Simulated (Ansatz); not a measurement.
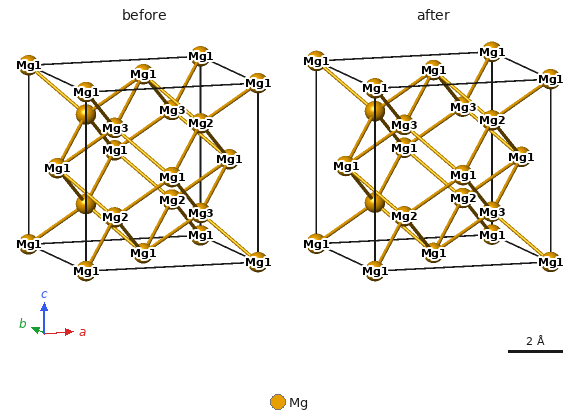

The structure of a crystal of Mg (a generated structure, set up in Fm-3m) (coarse preliminary run) before (left) and after (right) a relaxation, at one scale.

A ball-and-stick model of the conventional cell (4 times the calculation's cell), seen slightly off an axis. Lengths and directions refer to the drawn axes.

Level of theory: DFT PBE, scalar-relativistic, plane waves, PAW in Ansatz 0.2.0. Settings: plane-wave cutoff 420 eV; k-point mesh 4 × 4 × 4; occupations gaussian; smearing width 0.1 eV; no spin polarisation; cell and atoms relaxed; force threshold 0.04 eV/Å; at most 70 steps.

> Summarise the run.

The atoms keep their places relative to the cell (all moves are under 0.005 Å). The volume changes by +6.4 %, with a = b = c 6.827 → 6.970 Å (+2.1 %). Some distances before and after: Mg1–Mg2 2.956 → 3.018 Å. The space group stays Fm-3m (No. 225). Over 2 accepted moves (3 points after the start) the energy falls by 9.3 meV per atom. All forces vanish by symmetry, so only the cell relaxes. The pressure goes from 1.80 to 0.04 GPa. The SCF was repeated once at an unchanged geometry on a basis and grid sized afresh for the cell, which shifted the energy by less than 0.05 meV per atom at most. Cost: 2.1 s on 1 thread of Intel(R) Xeon(R) 6975P-C (Granite Rapids) (shared host), peak memory 0.37 GiB.
